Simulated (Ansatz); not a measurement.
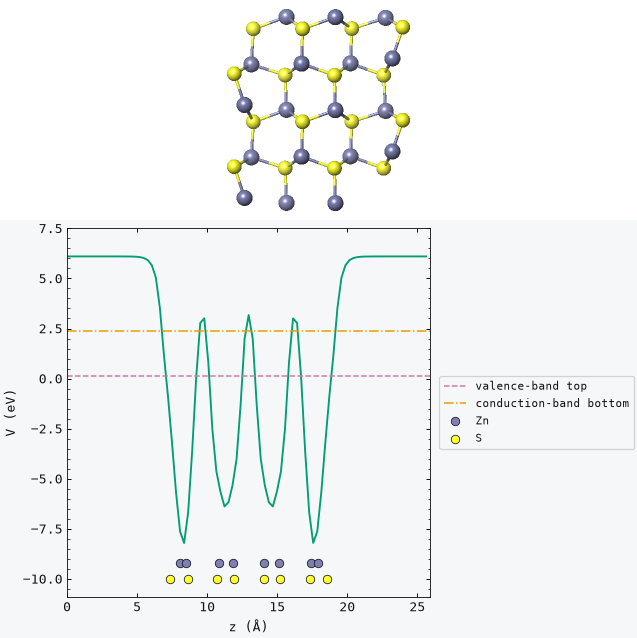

Plane-averaged electrostatic potential energy of an electron across the slab; circles at the bottom mark the heights of the atoms (positions after relaxation). The structure is drawn too.

Structure: a (100) slab cut from ZnS (P6_3mc), ended by ZnS planes, 16 atoms in the cell.

Method: DFT PBEsol, scalar-relativistic, plane waves, PAW, no spin polarisation, 7×5×1 k mesh, 420 eV cutoff (Ansatz).

> What are the ionisation potential and the electron affinity of the slab?

From the vacuum level at the right face the ionisation potential is 5.97 eV and the electron affinity 3.74 eV; the left face gives the same. The slab's gap, their difference before rounding, is 2.23 eV. The two vacuum levels agree, so the slab has no net dipole along its normal.

> How thick are slab and vacuum?

The outermost atoms are 11.3 Å apart, which leaves 14.7 Å of vacuum in a cell 25.9 Å high.
